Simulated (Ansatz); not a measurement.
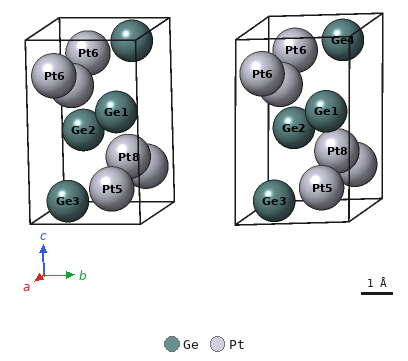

Two geometries of crystalline GePt (set up in P1), drawn at one scale. One is the start of a relaxation, the other its converged end. The picture is a spheres-only view of the cell of the calculation, seen slightly off an axis.

Level of theory: DFT PBE, scalar-relativistic, plane waves, PAW (Ansatz 0.2.0). Set-up: plane-wave cutoff 420 eV; k-point mesh 6 × 10 × 6; occupations gaussian; smearing width 0.15 eV; no spin polarisation; cell and atoms relaxed; force threshold 0.01 eV/Å; at most 80 steps.

### Which geometry has the lower energy?

The left one is the relaxed one. Case: all atoms moved at random, sigma 0.05 Å for each component, cell strained at random, sigma 0.03; relaxed back. After 3 accepted moves (5 points after the start) the energy has fallen by 60.8 meV per atom. Largest force component: 1.6 eV/Å at the start, 0.0011 eV/Å at the end. Pressure: 1.73 GPa at the start and −0.01 GPa at the end. The line search rejected the trial step at point 3 of the run. At 1 point the geometry stayed and the basis and grid were re-selected for the new cell (energy shift of less than 0.05 meV per atom at most each time). A Ge atom moves most relative to the cell: 0.13 Å roughly along [−1 −3 −1]. Largest moves by element: Ge 0.13 Å, Pt 0.11 Å. Cell: a 5.629 → 5.828 Å (+3.5 %), b 3.875 → 3.746 Å (−3.3 %), c 6.222 → 6.187 Å (−0.6 %), α 86.8° → 90.0°, β 91.0° → 90.0°, γ 90.2° → 90.0°. Volume −0.3 %. Some distances before and after: Ge–Pt 2.747 → 2.552 Å, Ge–Pt 2.331 → 2.512 Å, Ge–Pt 2.538 → 2.702 Å, Ge–Pt 2.833 → 2.678 Å. Bond angles that change, for instance: Pt–Ge–Pt 113.0° → 119.9°, Ge–Pt–Ge 93.5° → 86.6°, Ge–Pt–Ge 65.7° → 71.8°. The space group (tolerance 0.01 Å) goes from P1 (No. 1) to Pnma (No. 62).
